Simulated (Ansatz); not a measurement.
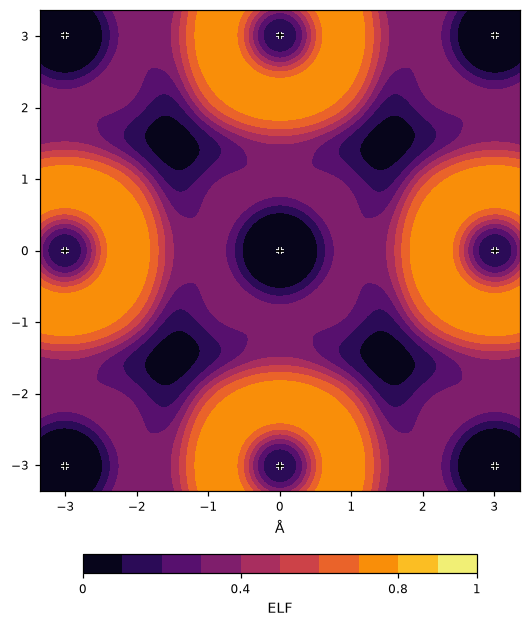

The ELF on a plane through atoms (crosses mark nuclei in the plane).

Computed with Ansatz, DFT r2SCAN, scalar-relativistic, plane waves, PAW.

Candidates:
A. SiC, a = 3.08 Å, b = 3.08 Å, c = 5.05 Å, α = 90.00°, β = 90.00°, γ = 120.00°. Space group P6₃mc; not relaxed (largest force 0.8 eV/Å).
B. SnSe, a = 6.02 Å, b = 6.02 Å, c = 6.02 Å, α = 90.00°, β = 90.00°, γ = 90.00°. Space group Fm-3m.

Q: Which system is this?

A: Candidate B: SnSe on the (100) plane of the conventional cell, which holds Sn and Se. Sn–Se (3.01 Å): the ELF is about 0.40 at the midpoint and 0.30 at its lowest between the atoms.
